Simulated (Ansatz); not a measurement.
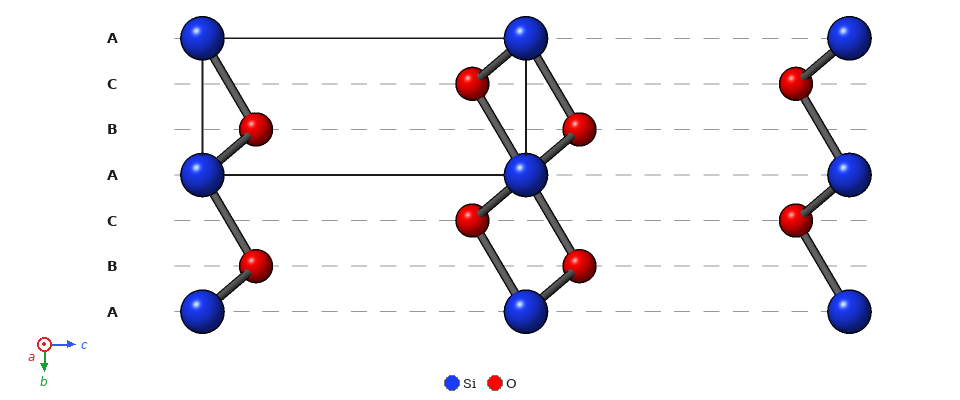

Projection along an edge of the hexagonal mesh, stacking direction c to the right. The dashed lines mark the three columns A (0, 0), B (1/3, 2/3) and C (2/3, 1/3). The sequence starts with the first layer at or above the cell's origin.

SiO₂. Coordinates: the input geometry of an electronic-structure calculation (not necessarily at equilibrium); the starting structure was generated, so it need not be a known form of this composition.

Question: Read off the stacking sequence over one period.

Answer: Si(A) – O(B) – O(C) (three layers in 5.53 Å).

Question: How are the O layers alone stacked?

Answer: O layers alone: BC, the hexagonal type.

Question: Which positions between or in the O layers do the other atoms fill?

Answer: Si: one octahedral site (per hexagonal cell). One of the two gaps between O layers is empty, 3.70 Å wide.

Question: What short polytype symbol fits?

Answer: Polytype symbol 1T, the symbol of a layered MX2 polytype (number of slabs in the repeat and lattice).

Heights of the layers:

```json
{"layer": "1", "atoms (column)": "Si(A)", "height (Å)": "0.00", "to next (Å)": "0.92"}
{"layer": "2", "atoms (column)": "O(B)", "height (Å)": "0.92", "to next (Å)": "3.70"}
{"layer": "3", "atoms (column)": "O(C)", "height (Å)": "4.61", "to next (Å)": "0.92"}
```
